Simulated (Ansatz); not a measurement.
**CsPbBr₃: density, localisation and related maps**

Input file:

```
crystal:
  lattice:
    - [5.94863082, 0.0, 0.0]
    - [0.0, 5.94863082, 0.0]
    - [0.0, 0.0, 5.94863082]
  atoms:
    - { symbol: Cs, position: [0.0, 0.0, 0.0] }
    - { symbol: Pb, position: [0.5, 0.5, 0.5] }
    - { symbol: Br, position: [0.5, 0.5, 0.0] }
    - { symbol: Br, position: [0.5, 0.0, 0.5] }
    - { symbol: Br, position: [0.0, 0.5, 0.5] }
basis:
  ecutwfc: 500
kpoints:
  mp_grid: { grid: [4, 4, 4] }
hamiltonian:
  xc: r2scan
scf:
  occupations: { method: gaussian, width: 0.02 }
output:
  forces: true
  stress: true
  eigenvalues: true
  write_density: true
  write_potential: true
  elf: true
  volumetric_format: npy
relax:
  adjacent_minimum: "off"
  f_tol: 0.005
  max_steps: 80
  cell: { stress_tol: 0.05 }
```

Launched as:

```sh
ansatz run input.yaml --threads 8 --pin off --max-ram 14336MiB --backend cpu --events-out ev --progress --plain --runs-dir out
```

Below, planes, directions and counts refer to the conventional cell (a = 5.95 Å, b = 5.95 Å, c = 5.95 Å, α = 90.00°, β = 90.00°, γ = 90.00°).

The fields are those of the relaxed geometry.

Space group Pm-3m; a structure from a database of computed crystals, not necessarily the ambient phase.

Theory: DFT r2SCAN, scalar-relativistic, plane waves, PAW (Ansatz 0.2.0).

In a PAW calculation such maps are meaningful between the atoms, not at the nuclei.

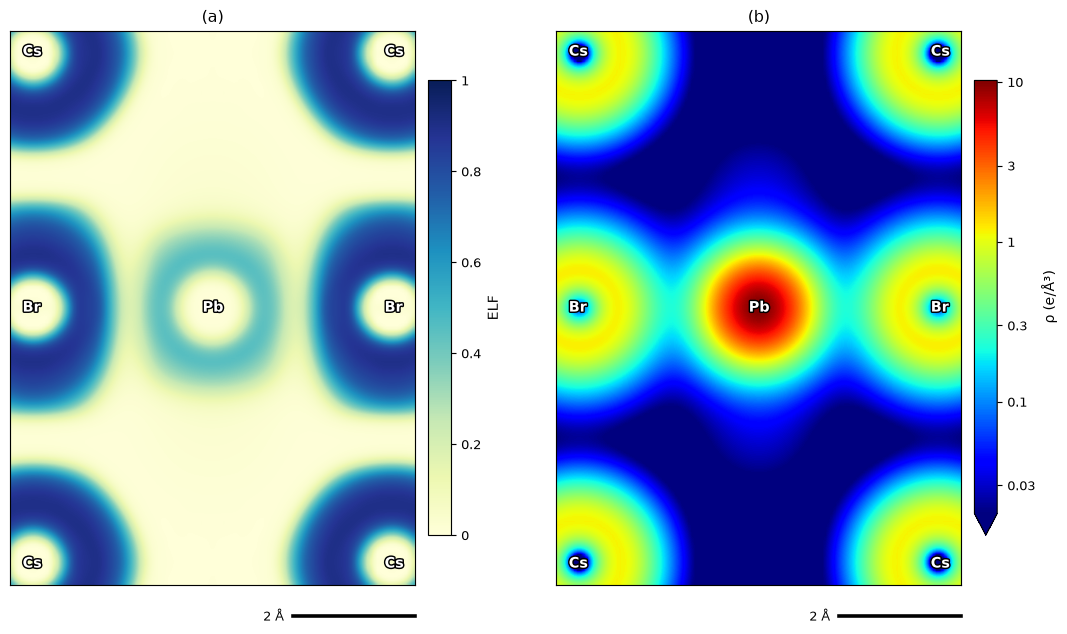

Figure 1. (a) electron localisation function; (b) valence electron density on the (110) plane of the conventional cell.

> Read the bonding off the picture.

Atoms in the plane: Cs, Pb and Br. Pb–Br (2.97 Å): ρ is about 0.23 e/Å³ halfway; the ELF is about 0.25 at the midpoint. Cs–Br (4.21 Å): ρ is about 0.02 e/Å³ halfway; the ELF is about 0 at the midpoint (a largely ionic contact). Between the atoms the lowest density in this plane is 0.004 e/Å³. The features right at Cs lie inside the PAW spheres, where the map follows smoothed inner orbitals and isn't to be read closely.

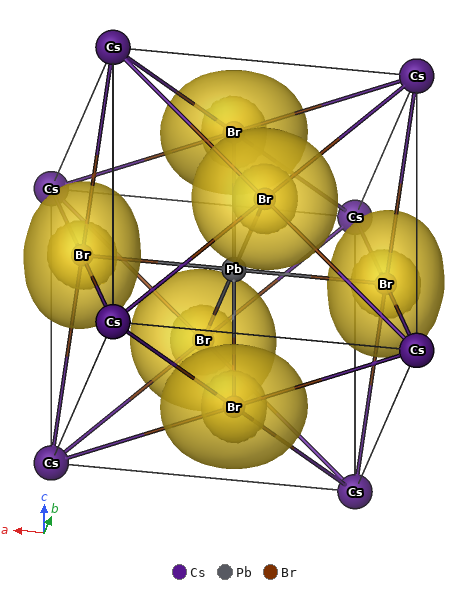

Figure 2. Isosurface of the ELF at 0.75 (yellow), seen at an oblique angle. Core shells and regions of very low density are left out. Sticks mark near contacts.

> What do the ELF domains correspond to?

The surface consists of three regions wrapped around Br (the valence shell of each), counted in one cell of 5 atoms. Regions shared between cells count once.

> Metal or insulator at this level of theory?

It is gapped, with a Kohn–Sham gap of 2.1 eV on the k-point mesh (the band edges may lie off the mesh, which would make the gap smaller).
